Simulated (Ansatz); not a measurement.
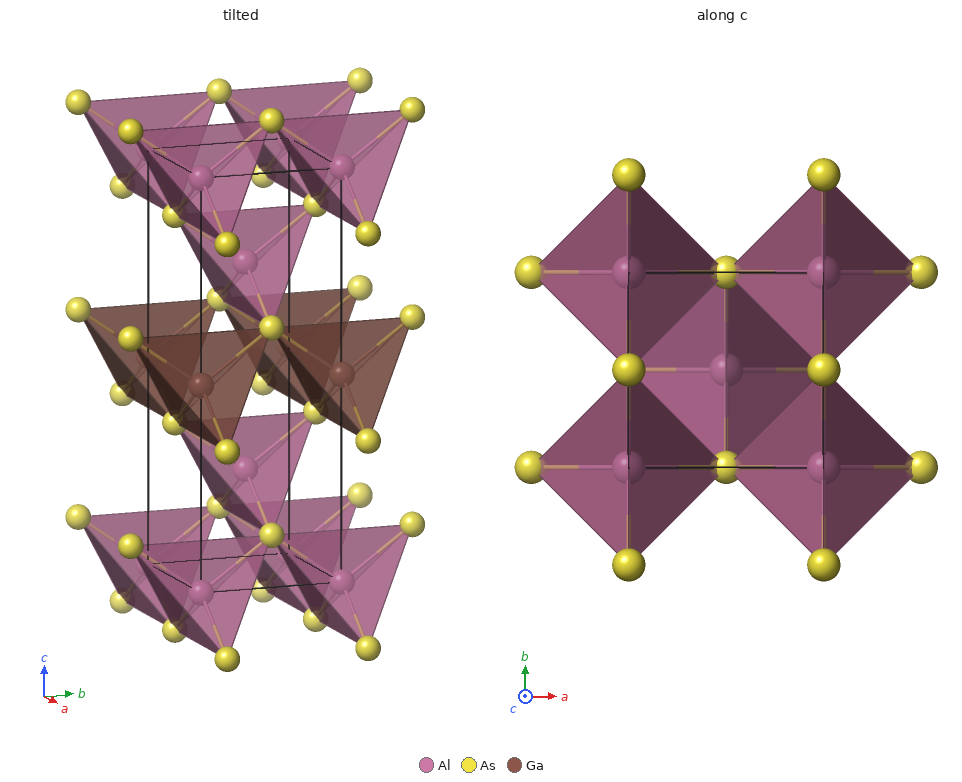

View slightly off an axis and along the c axis, drawn as a polyhedral model. Lines trace the edges of the conventional unit cell. Some neighbours outside the box are added.

Al₃GaAs₄, space group P-4m2 (No. 115), a = 4.016 Å, b = 4.016 Å, c = 11.333 Å, α = 90.00°, β = 90.00°, γ = 90.00°. Provenance: a structure type filled with these elements by a generator (whether the compound takes this form wasn't checked). Earlier steps of the study, as a rule a relaxation of our own, may have changed the cell and positions, so they can lie some per cent off the listed ones. It was the input of a calculation with Ansatz.

This one geometry was computed with Ansatz (DFT, plane waves, PAW) at five levels of theory: PBE with spin-orbit coupling, PBE0, HSE06, r2SCAN and PBE. It was relaxed beforehand with r2SCAN.

Question: Which level gives the highest pressure at this volume, and what does that say about its equilibrium volume?

Answer: Highest: PBE with spin-orbit coupling (2.1 GPa) and PBE (2.1 GPa), which points to the largest equilibrium volume. Lowest, with the smallest volume: PBE0 (0.2 GPa), HSE06 (0.4 GPa) and r2SCAN (0.0 GPa). Levels within 0.5 GPa of each other can't be told apart.

Question: How does the band gap change with the level of theory?

Answer: PBE with spin-orbit coupling: a gap of 1.34 eV, direct; PBE: a gap of 1.44 eV, direct; r2SCAN: a gap of 1.80 eV, direct; HSE06: a gap of 2.07 eV, indirect; PBE0: a gap of 2.71 eV, indirect.

Question: Collect the results in a table.

Answer:
| level | cutoff (eV) | k-mesh of the run's cell | gap (eV) | pressure (GPa) |
| --- | --- | --- | --- | --- |
| PBE with spin-orbit coupling | 420 | 6×6×2 | 1.34 | 2.1 |
| PBE0 | 420 | 4×4×2 | 2.71 | 0.2 |
| HSE06 | 420 | 4×4×2 | 2.07 | 0.4 |
| r2SCAN | 500 | 6×6×2 | 1.80 | 0.0 |
| PBE | 420 | 6×6×2 | 1.44 | 2.1 |

Gaps are taken on the k-mesh or band path of each run.
